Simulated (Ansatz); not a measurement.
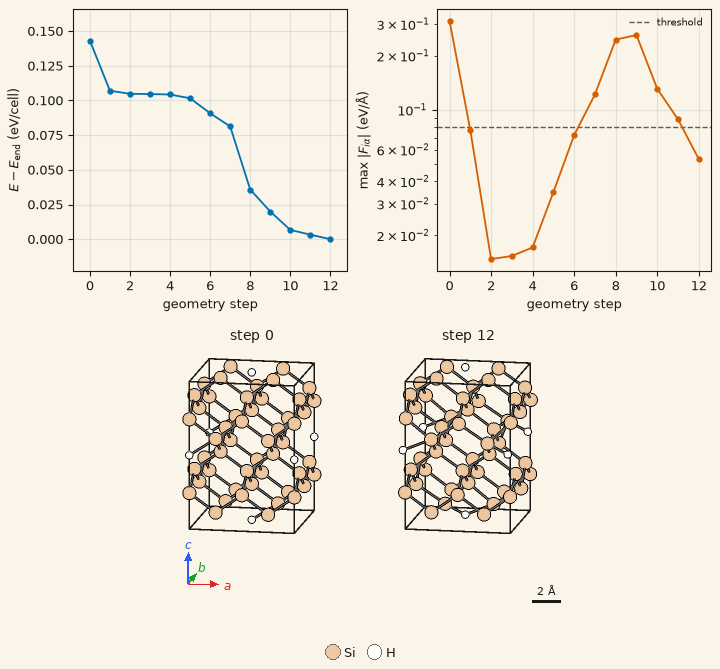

First and last geometry of a relaxation of a defect cell of composition Si16H, with the history of the run. The picture is a ball-and-stick view of the conventional cell (2 times the calculation's cell) (origin shifted), seen slightly off an axis. Lengths and directions refer to the drawn axes.

It is an interstitial H in diamond Si. The run prepares the start of a later molecular dynamics calculation, from a guessed geometry.

Level of theory: DFT PBE, scalar-relativistic, plane waves, PAW in Ansatz 0.2.0.

Input file:
```yaml
crystal:
  lattice:
    - [0.0, 5.43, 5.43]
    - [5.43, 0.0, 5.43]
    - [5.43, 5.43, 0.0]
  atoms:
    - { symbol: Si, position: [0.0, 0.0, 0.0] }
    - { symbol: Si, position: [0.125, 0.125, 0.125] }
    - { symbol: Si, position: [0.0, 0.0, 0.5] }
    - { symbol: Si, position: [0.125, 0.125, 0.625] }
    - { symbol: Si, position: [0.0, 0.5, 0.0] }
    - { symbol: Si, position: [0.125, 0.625, 0.125] }
    - { symbol: Si, position: [0.0, 0.5, 0.5] }
    - { symbol: Si, position: [0.125, 0.625, 0.625] }
    - { symbol: Si, position: [0.5, 0.0, 0.0] }
    - { symbol: Si, position: [0.625, 0.125, 0.125] }
    - { symbol: Si, position: [0.5, 0.0, 0.5] }
    - { symbol: Si, position: [0.625, 0.125, 0.625] }
    - { symbol: Si, position: [0.5, 0.5, 0.0] }
    - { symbol: Si, position: [0.625, 0.625, 0.125] }
    - { symbol: Si, position: [0.5, 0.5, 0.5] }
    - { symbol: Si, position: [0.625, 0.625, 0.625] }
    - { symbol: H, position: [0.2427443, 0.2461925, 0.2538507], spin: 1.0 }
magnetization:
  spin_polarized: true
basis:
  ecutwfc: 420.0
kpoints:
  mp_grid: { grid: [2, 2, 2] }
hamiltonian:
  xc: pbe
scf:
  occupations: { method: fermi_dirac, width: 0.02 }
  lower_state_search: "off"
relax:
  f_tol: 0.08
  max_steps: 25
  adjacent_minimum: "off"
```

Run as
```bash
ansatz run input.yaml --threads 1 --pin off --max-ram 3072MiB --backend cpu --events-out ev --progress --plain --runs-dir out
```

Did the run converge, and what did it change?

It converged. H17 moves most: 0.41 Å along [−2 0 3]. Largest moves by element: H 0.41 Å, Si 0.31 Å. The cell doesn't change. Near-neighbour distances that change, for instance: Si2–H17 2.306 → 1.653 Å, Si1–Si2 2.351 → 2.515 Å, Si4–H17 2.328 → 2.249 Å, Si3–Si12 2.351 → 2.334 Å. New bonds form: Si2–H17 (2.31 → 1.65 Å). Bond angles that change, for instance: Si2–Si3–Si4 109.5° → 97.8°, Si1–Si2–Si5 109.5° → 101.3°, Si2–Si9–Si10 109.5° → 102.6°. After 12 geometry steps the energy has fallen by 0.143 eV per cell of the calculation. Largest force component: 0.31 eV/Å at the start, 0.053 eV/Å at the end. The forces were under the threshold at step 1, but the run went on from there. The program noted that the starting moments weren't kept.

```csv
step,"E − E(0), meV/atom","largest force component, eV/Å"
0,0.00,0.3141
1,-2.13,0.0772
2,-2.26,0.0148
3,-2.27,0.0153
4,-2.29,0.0171
5,-2.45,0.0348
6,-3.08,0.0723
7,-3.64,0.1218
8,-6.32,0.2464
9,-7.25,0.2612
10,-8.03,0.1311
11,-8.23,0.0886
12,-8.42,0.0532
```

Limits of the set-up: the k-point mesh is coarse for a cell with partly filled bands; the periodic images lie only 7.7 Å apart, so the values are limited by the cell's size.
